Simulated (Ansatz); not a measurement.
Sn₂O

Input file:

```
crystal:
  lattice:
    - [3.1848859284, 0.0, 0.0]
    - [-1.5924429642, 2.7581921222, 0.0]
    - [0.0, 0.0, 6.7897160165]
  atoms:
    - { symbol: Sn, position: [0.6666666667, 0.3333333333, 0.2451066665] }
    - { symbol: Sn, position: [0.3333333333, 0.6666666667, 0.7548933335] }
    - { symbol: O, position: [0.0, 0.0, 0.0] }
basis:
  ecutwfc: 500
kpoints:
  mp_grid: { grid: [18, 18, 6] }
hamiltonian:
  xc: r2scan
scf:
  occupations: { method: gaussian, width: 0.1 }
output:
  forces: true
  stress: true
  eigenvalues: true
  write_density: true
  write_potential: true
  elf: true
  volumetric_format: npy
relax:
  adjacent_minimum: "off"
  f_tol: 0.01
  max_steps: 60
  cell: { stress_tol: 0.1 }
```

Run with:

```sh
ansatz run input.yaml --threads 1 --pin off --max-ram 2560MiB --backend cpu --events-out ev --progress --plain --runs-dir out
```

Below, planes, directions and counts refer to the conventional cell (a = 3.19 Å, b = 3.19 Å, c = 6.70 Å, α = 90.00°, β = 90.00°, γ = 120.00°).

The fields are those of the run's last geometry, not of the input's.

Space group P-3m1.

These are results of Ansatz, DFT r2SCAN, scalar-relativistic, plane waves, PAW, not measurements.

Core electrons are frozen (PAW), and the valence fields are smoothed inside the atomic spheres.

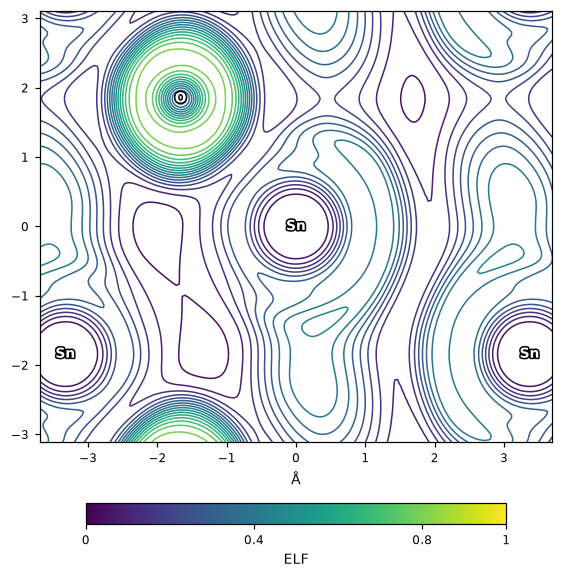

Figure 1. Electron localisation function on the (110) plane of the conventional cell.

Q: Describe what can be read from this map.

A: The section cuts through Sn and O sites.
Sn–O (2.48 Å): the ELF is about 0.15 at the midpoint: no localised pair shows between them.

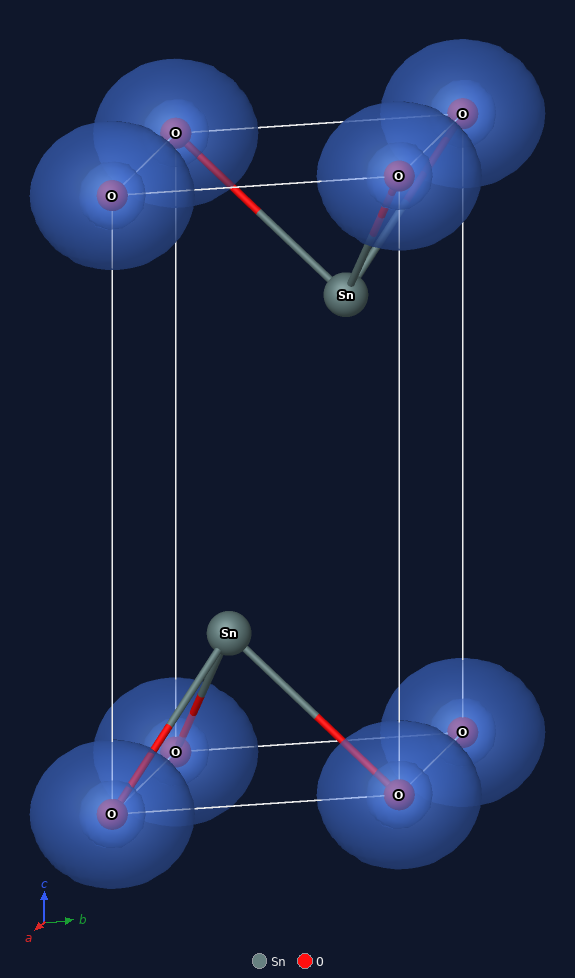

Figure 2. Isosurface of the ELF at 0.7 (blue), seen slightly off an axis. Core shells and regions of very low density are left out. Sticks mark near contacts.

Q: What do the ELF domains correspond to?

A: The ELF exceeds this value in one region wrapped around O (its valence shell), counted in one cell of 3 atoms. Any copies at cell faces, edges or corners count once.

Q: Does the calculation make it a metal, or give it a gap?

A: It is gapless in this calculation (a metal or semimetal).
